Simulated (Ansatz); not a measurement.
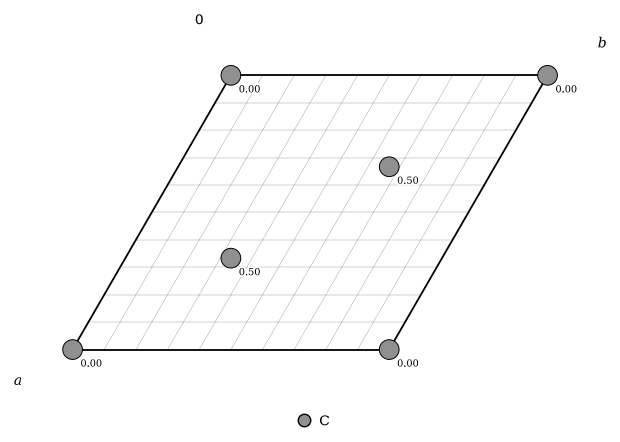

Plan of a unit cell projected along c (a down the page, b across); the numbers are heights as fractions of c, and atoms on the cell's edges are repeated. The grid marks tenths of a and b. Source: the geometry relaxed with Ansatz, DFT, revPBE, plane waves (420 eV) with PAW, scalar-relativistic; the starting structure was generated, so it need not be a known form of this composition. All values are computed from the atomic coordinates in the standard setting (tolerance 0.002 Å).

a = 7.983 Å, b = 7.983 Å, c = 1.288 Å, α = 90.00°, β = 90.00°, γ = 120.00°.

Q: What does the cell contain?

A: 3 C: C, Z = 3.

Q: Which space group?

A: P6/mmm (No. 191), primitive hexagonal.

Q: Give the fractional coordinates of all atoms, to two places.

A:
| atom | x | y | z |
| --- | --- | --- | --- |
| C | 0.00 | 0.00 | 0.00 |
| C | 0.33 | 0.67 | 0.50 |
| C | 0.67 | 0.33 | 0.50 |
